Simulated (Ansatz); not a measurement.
## B$_{3}$As: geometry relaxation (part 3 of 3)

The same run, continued: B$_{3}$As (4 atoms in the cell); DFT r2SCAN, scalar-relativistic, plane waves, PAW, no spin polarisation (Ansatz 0.2.0); cutoff 500 eV, 8×8×8 k-mesh, Gaussian smearing of 0.1 eV. The structure was built on a prototype by a generator; it need not be a known phase. It belongs to a series of runs on one base structure; here: TiAl3 (D0_22) type (I4/mmm, No. 139).

Geometry of the input (Å; fractional positions):
```
-1.6535  1.6535  3.6935
1.6535  -1.6535  3.6935
1.6535  1.6535  -3.6935
B  0.5000  0.5000  0.0000
B  0.2500  0.7500  0.5000
B  0.7500  0.2500  0.5000
As 0.0000  0.0000  0.0000
```

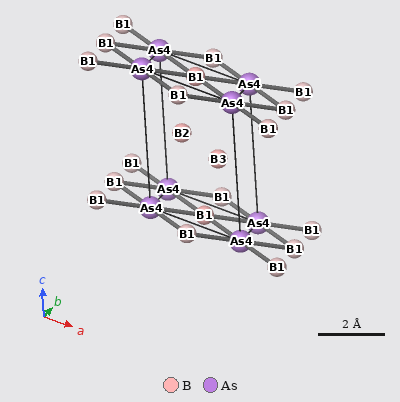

The geometry at step 5 of the log (ball-and-stick view of the reduced cell, seen slightly off an axis; neighbours outside the cell are drawn fainter; atoms are numbered from 1 in the order of the input).

### Output, continued
```
relax step  10: F+E_penalty+E_count = -5327.11939582 eV  Δ(F+E_penalty+E_count) = -1.310e-2 eV  max|allowed force component| = 6.505e-19 eV/Å  Δτ_max = 0.0000 Å  P = +0.333 GPa  Ω = 41.528 Å³  stress off target by 1.19e0 GPa  SCF on the basis re-selected at this cell (its energy is not comparable with the rows above)  (6 SCF iters)
basis re-selected at this cell: Δ(F+E_penalty+E_count) = -1.310e-2 eV, ΔP = +0.330 GPa vs the last step (what re-selecting the basis moved, of the pressure what is left beyond the Pulay correction that the steps carried, after the strain that the cell walked since its last selection, with what the two solves' SCF thresholds leave and, on support functions, any second-order correction that the steps lacked; it is no measure of the basis error at this ecutwfc). The dense FFT grid was sized anew with the basis: this SCF ran on 40×40×40 points, the steps before it on 32×32×32, so part of this shift can come from that change (see relax.cell in the input reference). This SCF's stress stands 1.19e0 GPa from its target on what of the cell is left free (relax.cell.stress_tol is 4.00e-1 GPa) and its largest allowed force component is 6.51e-19 eV/Å (relax.f_tol is 4.00e-2 eV/Å): not within both, so this SCF does not close the relaxation
Crystal: 4 atoms, lattice volume = 41.713 Å³
iter 1 solved again at ethr=8.86e-7 eV; its pass at ethr=3.10e-3 eV (dr2=2.13e-4 eV) is discarded
SCF iter   1: F=-5327.120218 eV  HF=-5327.119972 eV  |F-HF|=2.46e-4  |Δ(HF+E_count)|=         —  Δρ=5.97e-4  dr2=2.04e-4  dr2_τ=4.92e-5  ethr=8.86e-7  ⟨swp⟩=2.0  Hψ=6292  notcnv=0
preconditioner: auto → Kerker (q_TF=auto, 2.488 Å⁻¹)  [metal: Δε(μ)=0.068 eV  Ē_g=9.409 eV  σ=0.100 eV  W_gap=0.34  n_scr=10 (ndim 8)  ℏωp=21.5 eV  f_vac=0.000  D(μ)=1.08/eV (n_scr^D=2)]
SCF iter   2: F=-5327.120317 eV  HF=-5327.120337 eV  |F-HF|=1.99e-5  |Δ(HF+E_count)|=   3.65e-4  Δρ=3.21e-4  dr2=5.29e-5  dr2_τ=3.47e-7  ethr=8.51e-7  ⟨swp⟩=2.0  Hψ=1342  notcnv=0
SCF iter   3: F=-5327.120338 eV  HF=-5327.120338 eV  |F-HF|=8.23e-8  |Δ(HF+E_count)|=   8.76e-7  Δρ=8.84e-5  dr2=3.23e-6  dr2_τ=7.14e-8  ethr=2.20e-7  ⟨swp⟩=2.7  Hψ=1349  notcnv=0
SCF iter   4: F=-5327.120339 eV  HF=-5327.120339 eV  |F-HF|=1.37e-7  |Δ(HF+E_count)|=   4.77e-7  Δρ=4.19e-5  dr2=8.12e-7  dr2_τ=9.33e-9  ethr=1.35e-8  ⟨swp⟩=2.7  Hψ=1639  notcnv=0
SCF iter   5: F=-5327.120339 eV  HF=-5327.120339 eV  |F-HF|=3.73e-8  |Δ(HF+E_count)|=   2.51e-7  Δρ=1.45e-5  dr2=1.11e-7  dr2_τ=1.67e-9  ethr=1.67e-9  ⟨swp⟩=5.0  Hψ=3919  notcnv=0
SCF 11 converged in 5 iterations: F = -5327.120339 eV  dr2 = 1.11e-7
relax step  11: F+E_penalty+E_count = -5327.12033879 eV  Δ(F+E_penalty+E_count) = -9.430e-4 eV  max|allowed force component| = 6.505e-19 eV/Å  Δτ_max = 0.0000 Å  P = +0.284 GPa  Ω = 41.713 Å³  energy of the carried Pulay correction = -2.699e-5 eV  (5 SCF iters, dr2 threshold 4.00e-7 eV, accepted)
iter 1 solved again at ethr=2.55e-8 eV; its pass at ethr=3.10e-3 eV (dr2=6.11e-6 eV) is discarded
SCF iter   1: F=-5327.120365 eV  HF=-5327.120365 eV  |F-HF|=6.14e-8  |Δ(HF+E_count)|=         —  Δρ=1.55e-5  dr2=1.11e-7  dr2_τ=3.94e-9  ethr=2.55e-8  ⟨swp⟩=2.9  Hψ=7503  notcnv=0
preconditioner: auto → Kerker (q_TF=auto, 2.488 Å⁻¹)  [metal: Δε(μ)=0.078 eV  Ē_g=9.411 eV  σ=0.100 eV  W_gap=0.39  n_scr=10 (ndim 8)  ℏωp=21.5 eV  f_vac=0.000  D(μ)=1.05/eV (n_scr^D=2)]
SCF iter   2: F=-5327.120364 eV  HF=-5327.120364 eV  |F-HF|=4.38e-8  |Δ(HF+E_count)|=   7.79e-7  Δρ=1.03e-5  dr2=4.79e-8  dr2_τ=8.01e-10  ethr=4.63e-10  ⟨swp⟩=2.0  Hψ=1590  notcnv=0
SCF iter   3: F=-5327.120364 eV  HF=-5327.120364 eV  |F-HF|=8.03e-9  |Δ(HF+E_count)|=   4.11e-8  Δρ=5.60e-6  dr2=1.53e-8  dr2_τ=1.52e-10  ethr=1.99e-10  ⟨swp⟩=2.2  Hψ=1324  notcnv=0
SCF iter   4: F=-5327.120364 eV  HF=-5327.120364 eV  |F-HF|=5.38e-10  |Δ(HF+E_count)|=   1.05e-8  Δρ=5.98e-7  dr2=9.04e-11  dr2_τ=1.12e-11  ethr=1.07e-11  ⟨swp⟩=2.5  Hψ=3320  notcnv=0
SCF 12 converged in 4 iterations: F = -5327.120364 eV  dr2 = 9.04e-11
relax step  12: F+E_penalty+E_count = -5327.12036420 eV  Δ(F+E_penalty+E_count) = -2.541e-5 eV  max|allowed force component| = 1.897e-19 eV/Å  Δτ_max = 0.0000 Å  P = +0.282 GPa  Ω = 41.713 Å³  stress off target by 3.21e-1 GPa  SCF on the basis re-selected at this cell (its energy is not comparable with the rows above)  (4 SCF iters)
basis re-selected at this cell: Δ(F+E_penalty+E_count) = -2.541e-5 eV, ΔP = -0.001 GPa vs the last step (what re-selecting the basis moved, of the pressure what is left beyond the Pulay correction that the steps carried, after the strain that the cell walked since its last selection, with what the two solves' SCF thresholds leave and, on support functions, any second-order correction that the steps lacked; it is no measure of the basis error at this ecutwfc). This SCF's stress stands 3.21e-1 GPa from its target on what of the cell is left free (relax.cell.stress_tol is 4.00e-1 GPa) and its largest allowed force component is 1.90e-19 eV/Å (relax.f_tol is 4.00e-2 eV/Å): within both
SCF converged after 4 iterations
Free energy (F): -5327.120364 eV
Harris-Foulkes:  -5327.120364 eV  (|F-HF|=5.38e-10)
Internal energy: -5327.115099 eV  (E = F + TS)
E sigma→0 (E₀):  -5327.117731 eV
Entropy (-TS):   -0.005266 eV (-1.316 meV/atom)
Fermi energy:    10.881777 eV
--- Per-component energies (eV) ---
  E_band       = -196.830354
  E_kinetic    = 229.974464
  E_local      = -1971.150067  (includes V_loc(G=0)·N_el)
  E_nonlocal   = -629.952763
  E_hartree    = 1077.393211
  E_xc         = -163.257048
  E_vxc        = -201.716889  (∫ρ·V_xc dr)
  E_paw        = -2088.096981  (= ΣΔE_a)
  E_vpaw       = 210.846542  (= ΣTr[D̂ρ^β])
  E_aug_tail   = -0.000008  (compensation charges beyond the density's cutoff)
  E_vtau       = 10.382252  (kinetic-family band-sum trace: ∫τ·v_τ [+ j·A + Jᵃ·Aᵃ] dr)
  E_ewald      = -1780.513172
  E_core_change = -1.512734  (= ΣΔE_core)
  E_smearing   = -0.005266  (= −TS)
  E_closure    = 0.000000  (closes the sum)
  Σ components = -5327.120364   (vs F -5327.120364, Δ=0.00e0)
--- Forces (eV/Å), atoms counted from 1 ---
  atom   1  B      0.00000000    -0.00000000    -0.00000000
  atom   2  B      0.00000000     0.00000000     0.00000000
  atom   3  B     -0.00000000     0.00000000     0.00000000
  atom   4  As    -0.00000000    -0.00000000     0.00000000
  max |Σ_I F_I| component: 1.08e-19 eV/Å
--- Stress (GPa, compression-positive) ---
        0.321372       0.000000       0.000000
        0.000000       0.321372      -0.000000
        0.000000      -0.000000       0.204335
  P = ⅓ Tr σ = 0.2824 GPa (2.824 kbar)
--- Band table (eV; the first three rows and the last of 59) ---
  k-point 0: bands = ["-26.1314", "-26.0644", "-26.0644", "-26.0322", "-26.0125", "-6.0070", "0.4870", "2.8906", "8.5269", "8.5269", "10.5620", "10.5620", "13.6982", "15.2214", "15.5617", "15.7777"]
  k-point 1: bands = ["-26.1267", "-26.0665", "-26.0663", "-26.0218", "-26.0190", "-5.5048", "0.9219", "3.4427", "6.9884", "7.1560", "9.1647", "9.5288", "15.6486", "16.0966", "16.4113", "17.0431"]
  k-point 2: bands = ["-26.1152", "-26.0714", "-26.0709", "-26.0344", "-25.9962", "-4.0049", "2.2043", "4.7244", "5.0541", "5.2993", "7.1027", "8.0056", "12.5678", "15.8408", "15.9966", "16.0754"]
  k-point 58: bands = ["-26.1313", "-26.0644", "-26.0644", "-26.0322", "-26.0125", "-5.5936", "-1.8516", "8.0646", "8.0646", "8.8012", "9.4477", "11.4521", "11.4521", "13.3503", "14.4054", "17.3590"]
--- Relaxed structure (10 steps of the walk, 10 accepted, 2 SCFs on fresh bases) ---
  F+E_penalty+E_count = -5327.12036420 eV   max|allowed force component| = 1.897e-19 eV/Å   (the final SCF, on the basis selected at the relaxed cell)
  cell:  # Å, volume = 41.7126 Å³
    - [-1.475152611727188, 1.475152611727188, 4.792180763219081]
    - [1.475152611727188, -1.475152611727188, 4.792180763219081]
    - [1.475152611727188, 1.475152611727188, -4.792180763219081]
  atoms:
    - { symbol: B, position: [0.5, 0.5, 2.3377352075150766e-33] }
    - { symbol: B, position: [0.25000000000000006, 0.7499999999999999, 0.49999999999999994] }
    - { symbol: B, position: [0.7499999999999999, 0.25000000000000006, 0.49999999999999994] }
    - { symbol: As, position: [8.061488747069758e-35, -1.9681589472348042e-33, -1.9648294874339013e-33] }
```

### Trajectory as extended XYZ (Å, eV, eV/Å), 12 frames, from step=1 to step=12
```
4
Lattice="-1.6535 1.6535 3.6935 1.6535 -1.6535 3.6935 1.6535 1.6535 -3.6935" Properties=species:S:1:pos:R:3:forces:R:3 step=1 energy=-5325.78284 pressure_GPa=-6.06
B     0.0000    0.0000    3.6935    0.0000   0.0000   0.0000
B     1.6535    0.0000    1.8468    0.0000   0.0000   0.0000
B     0.0000    1.6535    1.8468    0.0000   0.0000   0.0000
As    0.0000    0.0000    0.0000    0.0000   0.0000   0.0000
4
Lattice="-1.5949 1.5949 3.8349 1.5949 -1.5949 3.8349 1.5949 1.5949 -3.8349" Properties=species:S:1:pos:R:3:forces:R:3 step=2 energy=-5326.11812 pressure_GPa=-4.11
B     0.0000    0.0000    3.8349    0.0000   0.0000   0.0000
B     1.5949    0.0000    1.9175    0.0000   0.0000   0.0000
B     0.0000    1.5949    1.9175    0.0000   0.0000   0.0000
As    0.0000    0.0000    0.0000    0.0000   0.0000   0.0000
4
Lattice="-1.5189 1.5189 4.0148 1.5189 -1.5189 4.0148 1.5189 1.5189 -4.0148" Properties=species:S:1:pos:R:3:forces:R:3 step=3 energy=-5326.55245 pressure_GPa=3.63
B     0.0000    0.0000    4.0148    0.0000   0.0000   0.0000
B     1.5189    0.0000    2.0074    0.0000   0.0000   0.0000
B     0.0000    1.5189    2.0074    0.0000   0.0000   0.0000
As    0.0000    0.0000    0.0000    0.0000   0.0000   0.0000
4
Lattice="-1.5002 1.5002 4.1907 1.5002 -1.5002 4.1907 1.5002 1.5002 -4.1907" Properties=species:S:1:pos:R:3:forces:R:3 step=4 energy=-5326.77913 pressure_GPa=4.33
B     0.0000    0.0000    4.1907    0.0000   0.0000   0.0000
B     1.5002    0.0000    2.0954    0.0000   0.0000   0.0000
B     0.0000    1.5002    2.0954    0.0000   0.0000   0.0000
As    0.0000    0.0000    0.0000    0.0000   0.0000   0.0000
4
Lattice="-1.4808 1.4808 4.3707 1.4808 -1.4808 4.3707 1.4808 1.4808 -4.3707" Properties=species:S:1:pos:R:3:forces:R:3 step=5 energy=-5326.97709 pressure_GPa=5.45
B     0.0000    0.0000    4.3707    0.0000   0.0000   0.0000
B     1.4808    0.0000    2.1854    0.0000   0.0000   0.0000
B     0.0000    1.4808    2.1854    0.0000   0.0000   0.0000
As    0.0000    0.0000    0.0000    0.0000   0.0000   0.0000
4
Lattice="-1.4889 1.4889 4.5484 1.4889 -1.4889 4.5484 1.4889 1.4889 -4.5484" Properties=species:S:1:pos:R:3:forces:R:3 step=6 energy=-5327.06595 pressure_GPa=-0.11
B     0.0000    0.0000    4.5484    0.0000   0.0000   0.0000
B     1.4889    0.0000    2.2742    0.0000   0.0000   0.0000
B     0.0000    1.4889    2.2742    0.0000   0.0000   0.0000
As    0.0000    0.0000    0.0000    0.0000   0.0000   0.0000
4
Lattice="-1.4793 1.4793 4.7331 1.4793 -1.4793 4.7331 1.4793 1.4793 -4.7331" Properties=species:S:1:pos:R:3:forces:R:3 step=7 energy=-5327.10415 pressure_GPa=-0.49
B     0.0000    0.0000    4.7331    0.0000   0.0000   0.0000
B     1.4793    0.0000    2.3665    0.0000   0.0000   0.0000
B     0.0000    1.4793    2.3665    0.0000   0.0000   0.0000
As    0.0000    0.0000    0.0000    0.0000   0.0000   0.0000
4
Lattice="-1.4742 1.4742 4.7982 1.4742 -1.4742 4.7982 1.4742 1.4742 -4.7982" Properties=species:S:1:pos:R:3:forces:R:3 step=8 energy=-5327.10530 pressure_GPa=0.11
B     0.0000    0.0000    4.7982    0.0000   0.0000   0.0000
B     1.4742    0.0000    2.3991    0.0000   0.0000   0.0000
B     0.0000    1.4742    2.3991    0.0000   0.0000   0.0000
As    0.0000    0.0000    0.0000    0.0000   0.0000   0.0000
4
Lattice="-1.4760 1.4760 4.7657 1.4760 -1.4760 4.7657 1.4760 1.4760 -4.7657" Properties=species:S:1:pos:R:3:forces:R:3 step=9 energy=-5327.10630 pressure_GPa=0.00
B     0.0000    0.0000    4.7657    0.0000   0.0000   0.0000
B     1.4760    0.0000    2.3829    0.0000   0.0000   0.0000
B     0.0000    1.4760    2.3829    0.0000   0.0000   0.0000
As    0.0000    0.0000    0.0000    0.0000   0.0000   0.0000
4
Lattice="-1.4760 1.4760 4.7657 1.4760 -1.4760 4.7657 1.4760 1.4760 -4.7657" Properties=species:S:1:pos:R:3:forces:R:3 step=10 energy=-5327.11940 pressure_GPa=0.33
B     0.0000    0.0000    4.7657    0.0000   0.0000   0.0000
B     1.4760    0.0000    2.3829    0.0000   0.0000   0.0000
B     0.0000    1.4760    2.3829    0.0000   0.0000   0.0000
As    0.0000    0.0000    0.0000    0.0000   0.0000   0.0000
4
Lattice="-1.4752 1.4752 4.7922 1.4752 -1.4752 4.7922 1.4752 1.4752 -4.7922" Properties=species:S:1:pos:R:3:forces:R:3 step=11 energy=-5327.12034 pressure_GPa=0.28
B     0.0000    0.0000    4.7922    0.0000   0.0000   0.0000
B     1.4752    0.0000    2.3961    0.0000   0.0000   0.0000
B     0.0000    1.4752    2.3961    0.0000   0.0000   0.0000
As    0.0000    0.0000    0.0000    0.0000   0.0000   0.0000
4
Lattice="-1.4752 1.4752 4.7922 1.4752 -1.4752 4.7922 1.4752 1.4752 -4.7922" Properties=species:S:1:pos:R:3:forces:R:3 step=12 energy=-5327.12036 pressure_GPa=0.28
B     0.0000    0.0000    4.7922    0.0000   0.0000   0.0000
B     1.4752    0.0000    2.3961    0.0000   0.0000   0.0000
B     0.0000    1.4752    2.3961    0.0000   0.0000   0.0000
As    0.0000    0.0000    0.0000    0.0000   0.0000   0.0000
```

### Key numbers

| quantity | value |
| --- | --- |
| outcome | converged |
| space group (tolerance 0.01 Å) | I4/mmm (139) |
| electrons treated | 24 |
| free energy | −5327.1204 eV |
| Fermi energy | 10.882 eV |
| gap on the k-point mesh | none (metallic) |
| pressure | 0.28 GPa |
| final volume | 41.71 Å³ |
| largest force (length of the vector) at the end | under 0.001 eV/Å |
| final cell | a = 5.227 Å, b = 5.227 Å, c = 5.227 Å, α = 147.21°, β = 147.21°, γ = 47.05° |
| hardware | 1 thread of Arm Neoverse V2, 128 GiB of memory available, shared host |
| wall time | 85 s |
| peak memory | 0.65 GiB |
